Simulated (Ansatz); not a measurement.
# CoO: 6 runs along one coordinate

System: CoO (4 atoms in the cell).
Method: Kohn-Sham DFT of a periodic cell, PBE, Ansatz PAW, spin-polarised (Ansatz 0.2.0).

The 6 runs differ only in the geometry, by an even scaling of the cell at fixed fractional positions. The structure derives from a Materials Project entry.

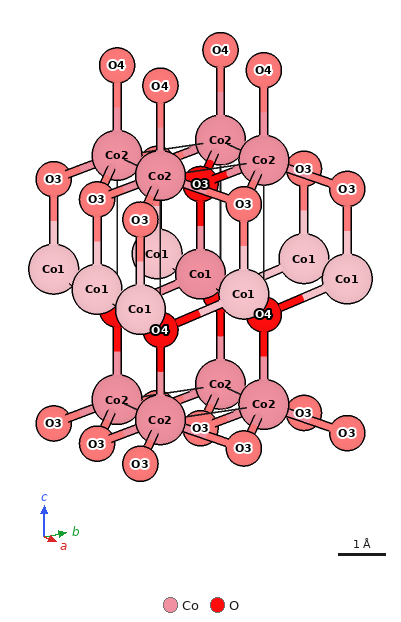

Figure 1. The structure of run 4 (ball-and-stick view of the cell of the calculation, seen slightly off an axis; neighbours outside the cell are drawn fainter; atoms are numbered from 1 in the order of the input).

## Input of run 4
```yaml
crystal:
  lattice:
    - [3.2188228225, 0.0, 0.0]
    - [-1.6094114113, 2.7875823346, 0.0]
    - [0.0, 0.0, 5.2633379358]
  atoms:
    - { symbol: Co, position: [0.3333333333, 0.6666666667, 0.50336241], spin: 2.0 }
    - { symbol: Co, position: [0.0, 0.0, 0.00347414], spin: 2.0 }
    - { symbol: O, position: [0.3333333333, 0.6666666667, 0.8715556] }
    - { symbol: O, position: [0.0, 0.0, 0.37160885] }
hamiltonian:
  xc: pbe
  pseudopotentials: { kind: paw }
magnetization:
  spin_polarized: true
kpoints:
  mp_grid: { grid: [10, 10, 5] }
scf:
  occupations: { method: fermi_dirac, width: 0.05 }
output:
  forces: true
  stress: true
  eigenvalues: true
```

Command:
```bash
ansatz run input.yaml --threads 2 --pin off --max-ram 5120MiB --backend cpu --events-out ev --progress --plain --runs-dir out
```

Run 3 differs from it as follows:
```diff
-    - [3.2188228225, 0.0, 0.0]
-    - [-1.6094114113, 2.7875823346, 0.0]
-    - [0.0, 0.0, 5.2633379358]
+    - [3.1976457435, 0.0, 0.0]
+    - [-1.5988228718, 2.7692424462, 0.0]
+    - [0.0, 0.0, 5.22870971]
```

## Results, with one run withheld

```tsv
run	volume per atom (Å³)	free energy per atom, from the lowest run given (meV)	pressure (GPa)	gap on the mesh (eV)
1	11.112	4.77	4.66	0.00
2	11.344	0.00	1.94	0.08
3	11.575	?	?	?
4	11.807	1.75	−3.01	0.20
5	12.038	7.70	−5.18	0.19
6	12.270	16.58	−7.16	0.18
```

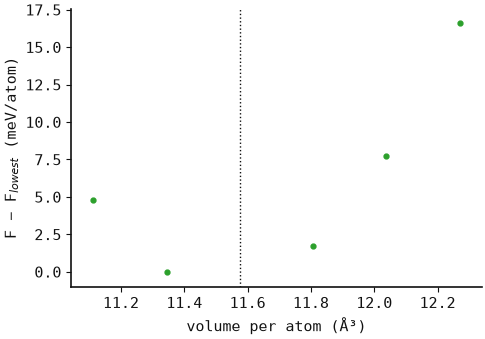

Figure 2. Free energy per atom of the runs given; the dotted line marks run 3.

Fit the runs given and predict run 3.

A cubic polynomial in V^(−2/3) (the Birch–Murnaghan form), fitted to the 5 runs given, misses them by at most 0.02 meV per atom. With x = V^(−2/3) − 0.19402 Å⁻², it reads F = 0.13235 − 1104.5 x + 2.6546e+05 x² − 3.847e+05 x³ (meV per atom). At run 3 it gives −0.90 meV per atom, and the run itself gives −0.91. The slope of the fit gives a pressure −dF/dV of −0.65 GPa there, and the run prints −0.63 GPa. The fit has its minimum at 11.515 Å³ per atom, where V d²F/dV² gives 125 GPa. Cell shape and fractional positions are held, so this is the stiffness under even scaling; the relaxed bulk modulus wasn't computed. The gap on the mesh lies between 0.00 eV (run 1) and 0.20 eV (run 4); run 3 has 0.15 eV. These are gaps of this functional on this mesh, which can miss the band edges; they aren't the measured gap.

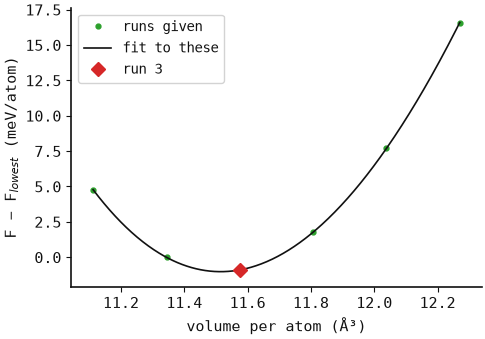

Figure 3. The fit and the withheld run.

## Output, shortened to warnings, some set-up lines, iterations and results (run 3)
```
WARN: the starting moments were not kept: 1 of 2 ended reversed and 1 kept their direction, counting a site from 0.1 μB. The largest reversed, site 1 (counted from 0, in the order of the report's site_moments_mub), started with +2.0 μB and closes at -2.1e0 μB in its sphere. The net magnetisation is 3.0e-4 μB in size, at most 0.1 of the 4 μB that the starting moments add up to as vectors. The SCF …
Basis set: ecut = 420 eV, 917 PW (Γ), exchange–correlation on 48×48×72 points (8 copies of the dense FFT grid, shifted against one another)
Symmetry: 6 space group operations
k-points: 58 of 500 (time reversal used)
Initial density: superposition of atomic densities (chi_scale 0.1, normalization cell, long waves kept (reshape's long-wave potential 0.00 eV rms))
[...]
SCF iter   1: F=—  HF=-11382.762522 eV  |F-HF|=—  |Δ(HF+E_count)|=         —  Δρ=1.13e-1 (↑1.13e-1 ↓7.23e-2)  dr2=9.91e0  dr2_m=7.54e-1  M=4.708 μB ∫|m|=4.708 μB  β_m=0.30  …
SCF iter   2: F=—  HF=-11384.124444 eV  |F-HF|=—  |Δ(HF+E_count)|=    1.36e0  Δρ=8.13e-2 (↑8.13e-2 ↓5.59e-2)  dr2=1.50e0  dr2_m=1.69e0  M=5.523 μB ∫|m|=5.523 μB  β_m=0.43  …
SCF iter   3: F=—  HF=-11384.572675 eV  |F-HF|=—  |Δ(HF+E_count)|=   4.48e-1  Δρ=4.13e-2 (↑4.13e-2 ↓3.63e-2)  dr2=5.62e-1  dr2_m=4.99e-1  M=5.641 μB ∫|m|=5.642 μB  β_m=0.65  …
SCF iter   4: F=—  HF=-11384.715933 eV  |F-HF|=—  |Δ(HF+E_count)|=   1.43e-1  Δρ=9.46e-3 (↑6.62e-3 ↓9.46e-3)  dr2=6.56e-2  dr2_m=8.39e-3  M=5.825 μB ∫|m|=5.828 μB  β_m=0.83  …
SCF iter   5: F=—  HF=-11384.747207 eV  |F-HF|=—  |Δ(HF+E_count)|=         —  Δρ=6.40e-3 (↑5.45e-3 ↓6.40e-3)  dr2=3.55e-2  dr2_m=6.13e-4  M=5.872 μB ∫|m|=5.875 μB  β_m=0.83  …
[... 16 lines ...]
SCF iter  22: F=—  HF=-11384.899330 eV  |F-HF|=—  |Δ(HF+E_count)|=   4.69e-7  Δρ=1.94e-5 (↑1.94e-5 ↓1.66e-5)  dr2=9.06e-7  dr2_m=3.21e-9  M=-0.000 μB ∫|m|=5.105 μB  β_m=0.99  …
SCF iter  23: F=—  HF=-11384.899330 eV  |F-HF|=—  |Δ(HF+E_count)|=   4.83e-8  Δρ=8.36e-6 (↑5.88e-6 ↓8.36e-6)  dr2=1.07e-7  dr2_m=2.69e-9  M=-0.000 μB ∫|m|=5.105 μB  β_m=1.00  …
SCF iter  24: F=—  HF=-11384.899330 eV  |F-HF|=—  |Δ(HF+E_count)|=   2.34e-8  Δρ=1.13e-5 (↑1.02e-5 ↓1.13e-5)  dr2=1.78e-7  dr2_m=3.42e-9  M=-0.000 μB ∫|m|=5.105 μB  β_m=0.84  …
SCF iter  25: F=-11384.899330 eV  HF=-11384.899330 eV  |F-HF|=4.05e-9  |Δ(HF+E_count)|=   1.24e-8  Δρ=2.09e-6 (↑1.43e-6 ↓2.09e-6)  dr2=7.98e-9  dr2_m=2.18e-10  M=-0.000 μB …
SCF 1 converged in 25 iterations: F = -11384.899330 eV  dr2 = 7.98e-9
WARN: the starting moments were not kept: 1 of 2 ended reversed and 1 kept their direction, counting a site from 0.1 μB. The largest reversed, site 1 (counted from 0, in the order of the report's site_moments_mub), started with +2.0 μB and closes at -2.1e0 μB in its sphere. The net magnetisation is …
SCF converged after 25 iterations
Magnetization: -0.0003 μB (22.9998 up, 23.0002 down)
Absolute magnetization: 5.1045 μB (∫|ρ↑−ρ↓|, with the PAW one-centre terms)
Spin contamination: 2.5720 ħ² per cell (⟨S²⟩ above its minimum at these occupations)
Per-site moments (μB) at R_I (Å): [(2.1336326247010255, 0.7941348144299109), (-2.1336162899015534, 0.7940086822655766), (-0.1540844045236698, 0.7941348144299109), (0.15396501487987202, 0.7940086822655766)]
Free energy (F): -11384.899330 eV
Harris-Foulkes:  -11384.899330 eV  (|F-HF|=4.05e-9)
Internal energy: -11384.887197 eV  (E = F + TS)
E sigma→0 (E₀):  -11384.893263 eV
Entropy (-TS):   -0.012132 eV (-3.033 meV/atom)
Fermi energy:    11.136748 eV
--- Per-component energies (eV) ---
  E_band       = -739.716789
  E_kinetic    = 1238.334171
  E_local      = -7801.260159  (includes V_loc(G=0)·N_el)
  E_nonlocal   = 1026.099530
  E_hartree    = 3221.529954
  E_xc         = -457.451902
  E_vxc        = -587.768417  (∫ρ·V_xc dr)
  E_paw        = -3353.827191  (= ΣΔE_a)
  E_vpaw       = -1058.187712  (= ΣTr[D̂ρ^β])
  E_aug_tail   = 0.005199  (compensation charges beyond the density's cutoff)
  E_ewald      = -5258.316798
  E_smearing   = -0.012132  (= −TS)
  E_closure    = 0.000000  (closes the sum)
  Σ components = -11384.899330   (vs F -11384.899330, Δ=0.00e0)
--- Forces (eV/Å), atoms counted from 1 ---
  atom   1  Co     0.00000000    -0.00000000     0.17275864
  atom   2  Co     0.00000000     0.00000000     0.16583052
  atom   3  O     -0.00000000     0.00000000    -0.16855594
  atom   4  O      0.00000000     0.00000000    -0.17002354
  max |Σ_I F_I| component: 9.69e-6 eV/Å
[...]
```

The program warns: some starting moments were not kept; the state was not tested for a lower one. Semilocal DFT without U tends to delocalise the d electrons of such compounds and to underestimate the gap.
